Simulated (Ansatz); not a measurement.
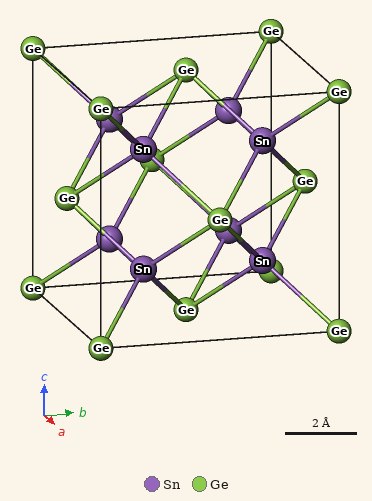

Normal modes of solid Sn₂Ge (a generated structure), at the zone centre. The picture is a ball-and-stick view of the conventional cell (4 times the calculation's cell), seen slightly off an axis. Lengths and directions refer to the drawn axes.

The calculation used DFT PBE, scalar-relativistic, plane waves, PAW (Ansatz). (plane-wave cutoff 420 eV; k-point mesh 12 × 12 × 12; occupations fermi dirac; smearing width 0.15 eV; no spin polarisation)

The frequencies depend somewhat on the k-mesh and the smearing.

### Give the spectrum at this point.

The calculation's cell holds 3 atoms, so there are 6 optical modes, in 2 levels. The optical modes span T₂g + T₁u. No level is unstable.

```json
{"level": "1", "symmetry": "T₂g", "frequency (cm⁻¹)": "83", "activity": "Raman-active"}
{"level": "2", "symmetry": "T₁u", "frequency (cm⁻¹)": "115", "activity": "infrared-active"}
```

The crystal is a metal, so free carriers screen the infrared response.

The modes drawn as arrows (one member of each degenerate set):

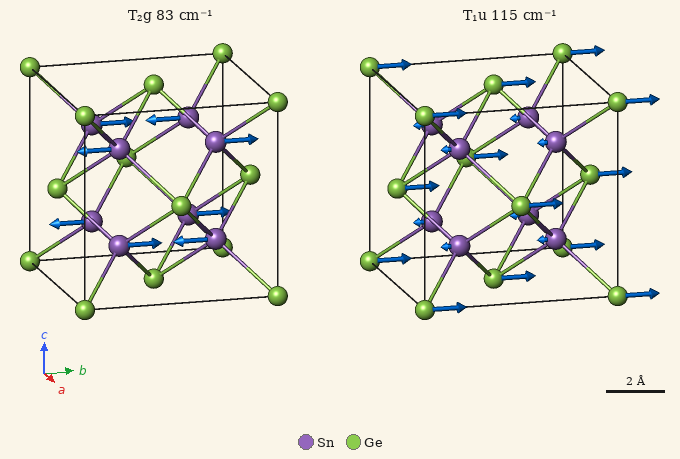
